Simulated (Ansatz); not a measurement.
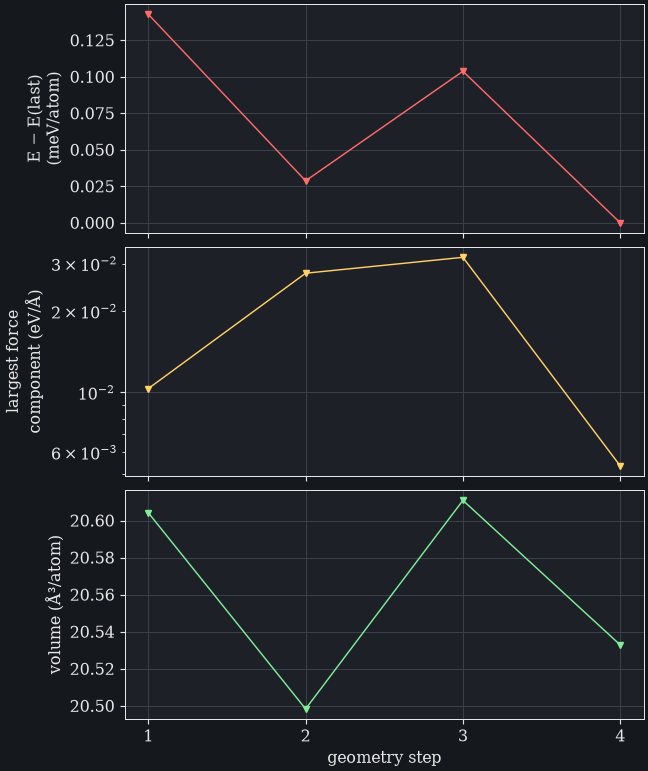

Simulated data, not a measurement (program: Ansatz).

History of a geometry optimisation. Atoms and cell relax. A closing SCF on a freshly chosen basis isn't drawn.

```
crystal:
  lattice:
    - [3.4762438343, 0.0, 0.0]
    - [-1.7381219171, 3.0105154702, 0.0]
    - [0.0, 0.0, 5.9064494493]
  atoms:
    - { symbol: Ti, position: [0.0, 0.0, 0.0] }
    - { symbol: Se, position: [0.3333333333, 0.6666666667, 0.2635837319] }
    - { symbol: Se, position: [0.6666666667, 0.3333333333, 0.7364162681] }
basis:
  ecutwfc: 420
kpoints:
  mp_grid: { grid: [15, 15, 8] }
hamiltonian:
  xc: pbe
  dispersion: d3bj
scf:
  occupations: { method: gaussian, width: 0.1 }
output:
  forces: true
  stress: true
  eigenvalues: true
relax:
  adjacent_minimum: "off"
  f_tol: 0.01
  max_steps: 60
  cell: { stress_tol: 0.1 }
```

Question: How did the optimisation end?

Answer: The optimisation met its thresholds at geometry 4, counting the start as the first. The energy fell by about 0.14 meV/atom from the first step to the last. Step 3 went uphill and was rejected by the line search. The largest force component goes from about 0.01 eV/Å at the start to 5 × 10⁻³ eV/Å at the end, with a peak of 0.032 eV/Å at step 3.

Question: Was the starting cell too large or too small?

Answer: The volume shrinks from 20.60 to 20.53 Å³ per atom (−0.3 %), overshooting to 20.50 at step 2. The start was expanded.
